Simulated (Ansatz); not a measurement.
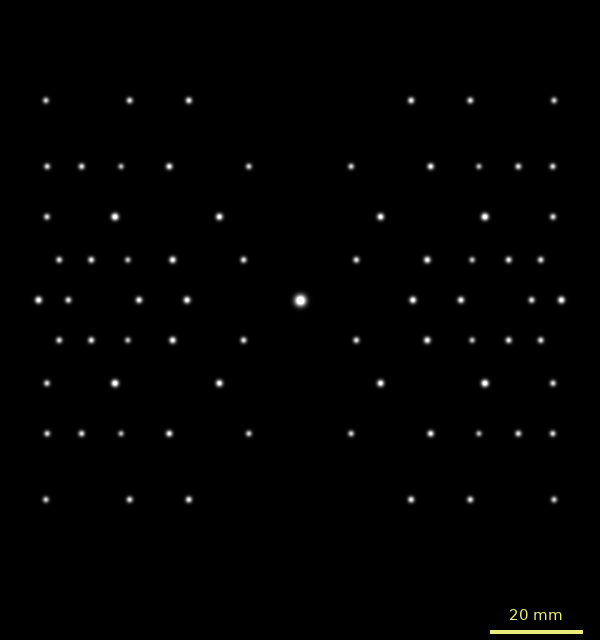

Simulated X-ray rotation photograph: Cu Kα radiation (λ = 1.5418 Å), cylindrical film of radius 57.3 mm unrolled, rotation axis vertical and normal to the beam, kinematic intensities without Lorentz or polarisation factors, the film spanning ±63° about the beam; spots down to d = 1.47 Å.

Question: What lattice repeat along the rotation axis do the layer lines give?

Answer: The first layer line lies 8.8 mm from the equator, so tan ν = 0.154, sin ν = 0.152 and the period is λ/sin ν = 10.15 Å. Further lines follow at 18.3, 29.3, 43.8 mm.

The crystal is Rb, space group Fd-3m (No. 227), a = 10.15 Å. Structure: coordinates from a relaxation with DFT PBEsol, scalar-relativistic, plane waves, PAW (Ansatz 0.2.0); the starting structure was generated, so it need not be a known form of this composition.

Question: About which axis was it rotated?

Answer: About [001] (or an equivalent direction), whose length in the conventional cell is 10.153 Å.
